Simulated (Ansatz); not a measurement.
Al2Ru: several calculations on one system

**1. Relaxation**

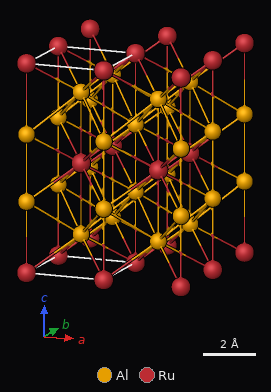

Starting structure of solid Al₂Ru (set up in I4/mmm). A ball-and-stick model of the cell of the calculation, repeated 2 × 2 × 1 with one cell outlined, seen slightly off an axis.

Case: biaxial strain in the a-b plane of +3.0 %; c and atoms relaxed.

Method: DFT PBEsol, scalar-relativistic, plane waves, PAW (Ansatz).

Input
```yaml
crystal:
  lattice:
    - [3.2149984981, 0.0, 0.0]
    - [0.0, 3.2149984981, 0.0]
    - [0.0, 0.0, 8.271488272]
  atoms:
    - { symbol: Al, position: [0.5, 0.5, 0.1604750864] }
    - { symbol: Al, position: [0.0, 0.0, 0.3395249136] }
    - { symbol: Al, position: [0.0, 0.0, 0.6604750864] }
    - { symbol: Al, position: [0.5, 0.5, 0.8395249136] }
    - { symbol: Ru, position: [0.0, 0.0, 0.0] }
    - { symbol: Ru, position: [0.5, 0.5, 0.5] }
basis:
  ecutwfc: 420
kpoints:
  mp_grid: { grid: [12, 12, 4] }
hamiltonian:
  xc: pbesol
scf:
  occupations: { method: gaussian, width: 0.1 }
output:
  forces: true
  stress: true
  eigenvalues: true
  write_density: true
  write_potential: true
  elf: true
  volumetric_format: npy
relax:
  adjacent_minimum: "off"
  f_tol: 0.008
  max_steps: 40
  cell: { stress_tol: 0.015, fix: [a, b, gamma] }
```

Launched with:
```bash
ansatz run input.yaml --threads 1 --pin off --max-ram 2560MiB --backend cpu --events-out ev --progress --plain --runs-dir out
```

> Where does the relaxation end?

The largest moves relative to the cell, 0.006 Å, are those of Al1, Al2, Al3 and Al4. Al3 goes along +c. Ru stays in place. Cell: a = b unchanged at 3.215 Å, c 8.271 → 8.237 Å (−0.4 %). Volume −0.4 %. Among the contacts that change: Al1–Ru6 2.808 → 2.791 Å, Al1–Al2 2.713 → 2.704 Å. The space group stays I4/mmm (No. 139). After 3 accepted moves (4 points after the start) the energy has fallen by 0.3 meV per atom. Largest force component: 0.062 eV/Å at the start, under 0.0001 eV/Å at the end. The pressure goes from −6.52 to −5.88 GPa. At 1 point the geometry stayed and the basis and grid were re-selected for the new cell (energy shift of less than 0.05 meV per atom at most each time). Cost: 58 s on 1 thread of Arm Neoverse V2, with other jobs on the host, peak memory 0.44 GiB.

**2. Relaxation**

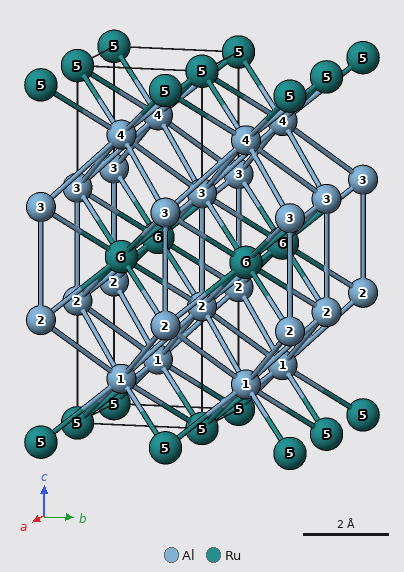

Starting structure of solid Al2Ru (set up in I4/mmm). Style: ball-and-stick. Shown: the cell of the calculation, repeated 2 × 2 × 1 with one cell outlined, slightly off an axis.

Case: biaxial strain in the a-b plane of -2.0 %; c and atoms relaxed.

Level of theory: DFT PBEsol, scalar-relativistic, plane waves, PAW in Ansatz 0.2.0.

Input file:
```yaml
crystal:
  lattice:
    - [3.0589306098, 0.0, 0.0]
    - [0.0, 3.0589306098, 0.0]
    - [0.0, 0.0, 8.5241813964]
  atoms:
    - { symbol: Al, position: [0.5, 0.5, 0.1583449772] }
    - { symbol: Al, position: [0.0, 0.0, 0.3416550228] }
    - { symbol: Al, position: [0.0, 0.0, 0.6583449772] }
    - { symbol: Al, position: [0.5, 0.5, 0.8416550228] }
    - { symbol: Ru, position: [0.0, 0.0, 0.0] }
    - { symbol: Ru, position: [0.5, 0.5, 0.5] }
basis:
  ecutwfc: 420
kpoints:
  mp_grid: { grid: [12, 12, 4] }
hamiltonian:
  xc: pbesol
scf:
  occupations: { method: gaussian, width: 0.1 }
output:
  forces: true
  stress: true
  eigenvalues: true
relax:
  adjacent_minimum: "off"
  f_tol: 0.008
  max_steps: 40
  cell: { stress_tol: 0.015, fix: [a, b, gamma] }
```

Launched with:
```bash
ansatz run input.yaml --threads 1 --pin off --max-ram 2560MiB --backend cpu --events-out ev --progress --plain --runs-dir out
```

Question: Where does the relaxation end?

Answer: The largest moves relative to the cell, 0.006 Å, are those of Al1, Al2, Al3 and Al4. Al2 goes along +c. Ru stays in place. Cell: a = b unchanged at 3.059 Å, c 8.524 → 8.574 Å (+0.6 %). Volume +0.6 %. Among the contacts that change: Al1–Al2 2.668 → 2.681 Å. The space group stays I4/mmm (No. 139). Over 3 accepted moves (4 points after the start) the energy falls by 2.6 meV per cell of the calculation. Largest force component: 0.056 eV/Å at the start, under 0.0001 eV/Å at the end. Pressure: 5.65 GPa at the start and 4.69 GPa at the end. At 1 point the geometry stayed and the basis and grid were re-selected for the new cell (energy shift of 0.2 meV per cell of the calculation at most each time). The run took 51 s on 1 thread of Arm Neoverse V2, on a shared host, peak memory 0.43 GiB.

**3. A change**

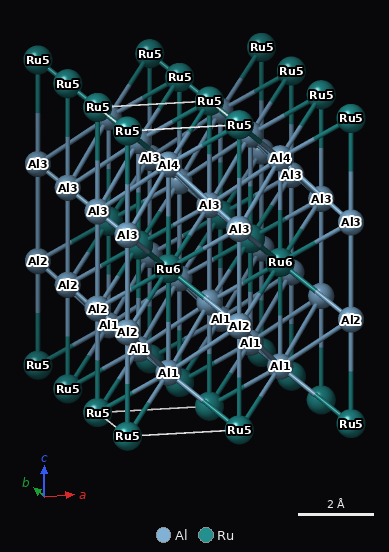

This is solid Al$_{2}$Ru (set up in I4/mmm). The picture is a ball-and-stick view of the cell of the calculation, repeated 2 × 3 × 1 with one cell outlined, seen slightly off an axis.

Theory: DFT PBEsol, scalar-relativistic, plane waves, PAW (Ansatz). Set-up: plane-wave cutoff 420 eV; k-point mesh 12 × 12 × 4; occupations gaussian; smearing width 0.1 eV; no spin polarisation.

The variant: Biaxial strain in the a–b plane, −3.0 %, is applied. The c axis and the atoms are relaxed.

**What is the effect?**

Cell: a = b 3.121 → 3.028 Å (−3.0 %), c 8.423 → 8.661 Å (+2.8 %). Volume −3.3 %. The largest moves relative to the cell, 0.019 Å, are those of Al1, Al2, Al3 and Al4. Al4 goes along +c. Ru stays in place. Near-neighbour distances before and after: Al–Ru 2.872 → 2.972 Å, Al–Ru 2.582 → 2.536 Å, Al–Al 2.685 → 2.681 to 2.717 Å. The space group stays I4/mmm (No. 139). Energy change: +26.8 meV per atom. The pressure goes from 0.0 to 7.2 GPa. The principal stresses (compression positive) are 0.0 GPa along c and 10.8 GPa across it.

Drawn alike, the variant:

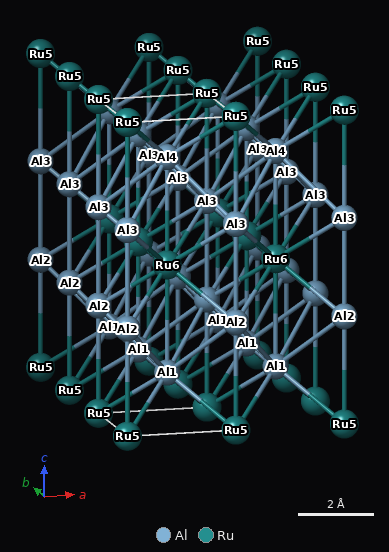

**4. Series**

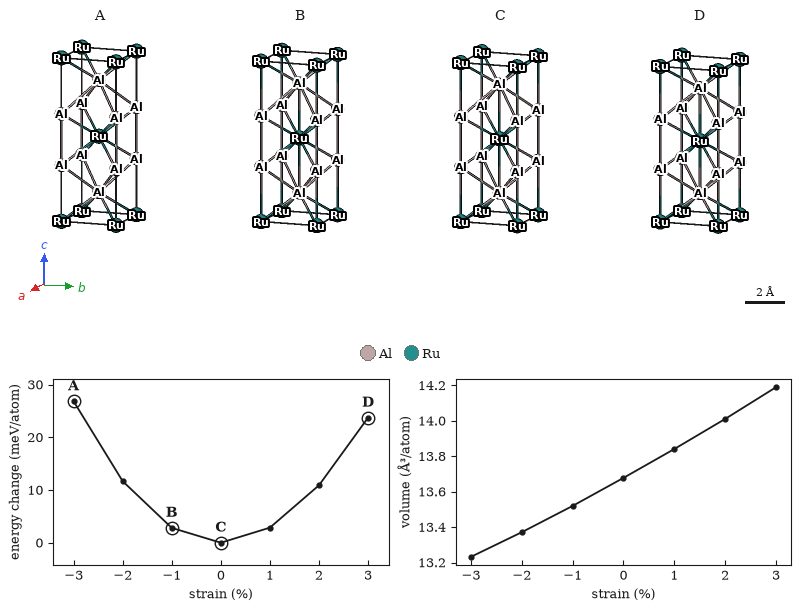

Members of a series of calculations on crystalline Al₂Ru (set up in I4/mmm), marked on the first curve. The picture is a ball-and-stick view of the cell of the calculation, seen slightly off an axis.

All numbers below come from DFT PBEsol, scalar-relativistic, plane waves, PAW in Ansatz 0.2.0. Set-up: plane-wave cutoff 420 eV; k-point mesh 12 × 12 × 4; occupations gaussian; smearing width 0.1 eV; no spin polarisation.

### Which kind of strain is it, and how does the structure respond?

Biaxial strain in the a–b plane, c and atoms relaxed. A (strain −3.0 %): energy change 26.8 meV/atom, volume 13.23 Å³ per atom. B (strain −1.0 %): energy change 2.8 meV/atom, volume 13.52 Å³ per atom. C (strain 0.0 %): energy change 0.0 meV/atom, volume 13.68 Å³ per atom. D (strain 3.0 %): energy change 23.7 meV/atom, volume 14.19 Å³ per atom. The rest compares A with D. The volume changes by +7.2 %, with a = b 3.028 → 3.215 Å (+6.2 %), c 8.661 → 8.237 Å (−4.9 %). Near-neighbour distances before and after: Al–Ru 2.972 → 2.791 Å, Al–Ru 2.536 → 2.633 Å, Al–Al 2.717 → 2.655 Å.
